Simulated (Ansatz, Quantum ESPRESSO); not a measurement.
# AlN (F-43m): a worked LO-TO splitting

How high does the longitudinal optical mode of AlN (F-43m) lie, given the transverse one, the Born charge and ε∞?

Main program and level: Quantum ESPRESSO 7.5; DFT PBE, scalar-relativistic, plane waves, GBRV ultrasoft pseudopotentials.

## (1) Set-up

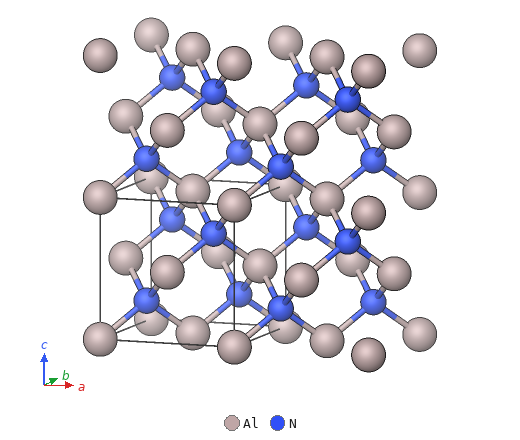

The cell as given, slightly off an axis (aluminium light grey, nitrogen blue). 2×1×2 cells are drawn. This picture shows the conventional cell, with its axes. Bonds to atoms that aren't drawn are left out. Some periodic images of atoms are drawn too.

Structure file:

```cif
data_structure
_symmetry_space_group_name_H-M 'P 1'
_symmetry_Int_Tables_number 1
_cell_length_a 3.1153
_cell_length_b 3.1153
_cell_length_c 3.1153
_cell_angle_alpha 60.000
_cell_angle_beta 60.000
_cell_angle_gamma 60.000
_cell_volume 21.38
loop_
_atom_site_label
_atom_site_type_symbol
_atom_site_fract_x
_atom_site_fract_y
_atom_site_fract_z
_atom_site_occupancy
Al1 Al 0.00000 0.00000 0.00000 1
N2 N 0.75000 0.75000 0.75000 1
```

This is the cell after its relaxation at this level of theory, not the database cell from which that began.

## (2) What the response run gave

A linear-response run on the relaxed cell, with the response to an electric field; only its zone-centre results are used. Cutoff 45 Ry, k mesh 8×8×8.

Log:

```text
[banners, grids, parts of the stress and lines that vanish by symmetry left out]
Program PHONON v.7.5
     Reading xml data from directory:

[...]
Exchange-correlation= PBE
                           (   1   4   3   4   0   0   0)
[...]
(   8 q-points):
[...]
kinetic-energy cut-off    =      45.0000  Ry
     charge density cut-off    =     270.0000  Ry
     convergence threshold     =      1.0E-18
[...]
Exchange-correlation= PBE
                           (   1   4   3   4   0   0   0)
[...]
q = (   0.0000000   0.0000000   0.0000000 )
     25 Sym.Ops. (with q -> -q+G )
     G cutoff =  474.0648  (  10849 G-vectors)     FFT grid: ( 32, 32, 32)
     G cutoff =  316.0432  (   5961 G-vectors)  smooth grid: ( 25, 25, 25)
     number of k points=    29
[...]
Mode symmetry, T_d (-43m)  point group:
[...]
Dielectric constant
[...]
End of electric fields calculation
          Dielectric constant in cartesian axis
          (       4.648125511      -0.000000000      -0.000000000 )
          (      -0.000000000       4.648125511      -0.000000000 )
          (      -0.000000000       0.000000000       4.648125511 )
          Effective charges (d Force / dE) in cartesian axis without acoustic sum rule applied (asr)
           atom    1  Al    Mean Z*:        2.55337
      Ex  (        2.55337        0.00000       -0.00000 )
      Ey  (       -0.00000        2.55337       -0.00000 )
      Ez  (        0.00000       -0.00000        2.55337 )
           atom    2  N     Mean Z*:       -2.55853
      Ex  (       -2.55853        0.00000        0.00000 )
      Ey  (       -0.00000       -2.55853        0.00000 )
      Ez  (        0.00000        0.00000       -2.55853 )
          Effective charges Sum: Mean:       -0.00516
[...]
Effective charges (d Force / dE) in cartesian axis with asr applied:
           atom    1  Al    Mean Z*:        2.55595
[...]
atom    2  N     Mean Z*:       -2.55595
[...]
Representation #   1 modes #   1   2   3
[...]
End of self-consistent calculation
     Convergence has been achieved
     Representation #   2 modes #   4   5   6
[...]
End of self-consistent calculation
     Convergence has been achieved
[...]
Dielectric constant in cartesian axis
          (       4.648125511      -0.000000000      -0.000000000 )
          (      -0.000000000       4.648125511      -0.000000000 )
          (      -0.000000000       0.000000000       4.648125511 )
          Effective charges (d Force / dE) in cartesian axis without acoustic sum rule applied (asr)
[...]
Mode symmetry, C_s (m)     point group:
[...]
q = (    0.750000000  -0.250000000   0.750000000 )
[...]
Mode symmetry, C_s (m)     point group:
     freq (   1-   1) =        289.8  [cm-1]   --> A''
     freq (   2-   2) =        354.8  [cm-1]   --> A'
     freq (   3-   3) =        495.3  [cm-1]   --> A'
     freq (   4-   4) =        633.9  [cm-1]   --> A''
     freq (   5-   5) =        656.6  [cm-1]   --> A'
     freq (   6-   6) =        720.0  [cm-1]   --> A'
[...]
Mode symmetry, C_s (m)     point group:
[...]
q = (    0.500000000   0.000000000   0.500000000 )
[...]
Mode symmetry, C_s (m)     point group:
     freq (   1-   1) =        238.1  [cm-1]   --> A''
     freq (   2-   2) =        352.3  [cm-1]   --> A'
     freq (   3-   3) =        445.6  [cm-1]   --> A'
     freq (   4-   4) =        624.7  [cm-1]   --> A''
     freq (   5-   5) =        662.2  [cm-1]   --> A'
     freq (   6-   6) =        744.4  [cm-1]   --> A'
[...]
Mode symmetry, D_2d (-42m) point group:
[...]
Representation #   3 modes #   3   4
[...]
Convergence has been achieved
     Representation #   4 modes #   5   6
[...]
Convergence has been achieved
[...]
q = (    0.000000000  -1.000000000   0.000000000 )
[...]
freq (    5) =      19.209918 [THz] =     640.773894 [cm-1]
     freq (    6) =      20.880299 [THz] =     696.491801 [cm-1]
[...]
Mode symmetry, D_2d (-42m) point group:
     freq (   1-   2) =        331.3  [cm-1]   --> E    X_5  W_3
     freq (   3-   3) =        573.9  [cm-1]   --> B_2  X_3  W_2
     freq (   4-   5) =        640.8  [cm-1]   --> E    X_5  W_3
     freq (   6-   6) =        696.5  [cm-1]   --> A_1  X_1  W_1
[...]
Mode symmetry, S_4 (-4)    point group:
[...]
Convergence has been achieved
[...]
Convergence has been achieved
[...]
Convergence has been achieved
[...]
Convergence has been achieved
     Representation #   5 mode #   5
[...]
End of self-consistent calculation
     Convergence has been achieved
     Representation #   6 mode #   6
[...]
End of self-consistent calculation
     Convergence has been achieved
[...]
q = (   -0.500000000  -1.000000000   0.000000000 )
[...]
freq (    1) =      10.856087 [THz] =     362.120068 [cm-1]
     freq (    2) =      12.229387 [THz] =     407.928425 [cm-1]
     freq (    3) =      14.871324 [THz] =     496.053983 [cm-1]
     freq (    4) =      19.158063 [THz] =     639.044199 [cm-1]
     freq (    5) =      19.357804 [THz] =     645.706849 [cm-1]
     freq (    6) =      20.968724 [THz] =     699.441335 [cm-1]
[...]
Mode symmetry, S_4 (-4)    point group:
     freq (   1-   1) =        362.1  [cm-1]   --> B    W_3
     freq (   2-   2) =        407.9  [cm-1]   --> E    W_4
     freq (   3-   3) =        496.1  [cm-1]   --> E*   W_2
     freq (   4-   4) =        639.0  [cm-1]   --> A    W_1
     freq (   5-   5) =        645.7  [cm-1]   --> E    W_4
     freq (   6-   6) =        699.4  [cm-1]   --> B    W_3

   JOB DONE.
```

```tsv
quantity	value
cell volume Ω (Å³)	21.379
mass of Al (u)	26.982
mass of N (u)	14.007
Born charge of Al, raw (e)	2.553
Born charge of N, raw (e)	-2.558
ε∞	4.648
ω(TO) after the sum rule (cm⁻¹)	636.3
```

## (3) The calculation

The charges must sum to zero over the cell; taking off their mean, -0.003 e, leaves Z* = 2.556 e on Al. In the polar mode Al moves against N, so the reduced mass is μ = 26.98 × 14.01 / 40.99 = 9.220 u.

A longitudinal wave builds up a field that adds to the restoring force: ω(LO)² = ω(TO)² + 4π Z*² / (μ Ω ε∞), in Hartree atomic units. With μ = 16808 electron masses and Ω = 144.27 bohr³ the second term is 7.2835e-06 Ha², or 350839 cm⁻² (1 Ha = 219474.6 cm⁻¹).

So ω(LO) = √(404878 + 350839) = 869.3 cm⁻¹, and by the Lyddane-Sachs-Teller relation ε₀ = ε∞ (ω(LO)/ω(TO))² = 8.68.

## (4) Check against the program

The analysis program adds the same non-analytic term to the full matrix, here for q along (1 0 0).

Log:

```text
[banner, memory and clock lines left out]
Program DYNMAT v.7.5

     Reading Dynamical Matrix from file x.dyn1
     ...Force constants read
     ...epsilon and Z* read

     Polarizability (A^3 units)
     multiply by 0.451255 for Clausius-Mossotti correction
         6.206600   -0.000000   -0.000000
        -0.000000    6.206600    0.000000
        -0.000000   -0.000000    6.206600

     IR activities are in (D/A)^2/amu units

# mode   [cm-1]    [THz]      IR
    1     -0.00   -0.0000    0.0000
    2      0.00    0.0000    0.0000
    3      0.00    0.0000    0.0000
    4    636.30   19.0758   16.3465
    5    636.30   19.0758   16.3465
    6    869.32   26.0615   16.3465
```

ε₀ comes from the program's run without a direction of q.

```tsv
quantity	by hand	program
ω(LO) (cm⁻¹)	869.3	869.3
ε₀	8.68	8.68
```

## (5) Outcome

```json
{
  "TO mode": "636.3 cm⁻¹",
  "LO mode": "869.3 cm⁻¹",
  "static dielectric constant": "8.676"
}
```

In words: The LO mode of AlN (F-43m) lies at 869 cm⁻¹, 233 cm⁻¹ above the TO mode; the formula meets the program within 0.1 cm⁻¹, as it must for a cubic crystal with one polar mode. ω(LO)² − ω(TO)² goes with Z*²/ε∞: an error of 5 % in ε∞ would move the LO mode by 9.7 cm⁻¹, and semilocal functionals tend to overestimate ε∞. These are harmonic values at zero temperature, at the volume of this functional, for the structure held cubic; stability elsewhere in the zone is no part of this calculation.

[Host names and launcher messages were left out of these logs when they were recorded.]

[Logs are printed without paths, hosts, clocks, repeated set-up lines and the standing remarks that a program may print on its own settings, such as how far it seeks lower states.]

[Hosts, paths, dates, database ids (printed as entryN), source tags and the programs' standing remarks are cut or masked in the printed files.]
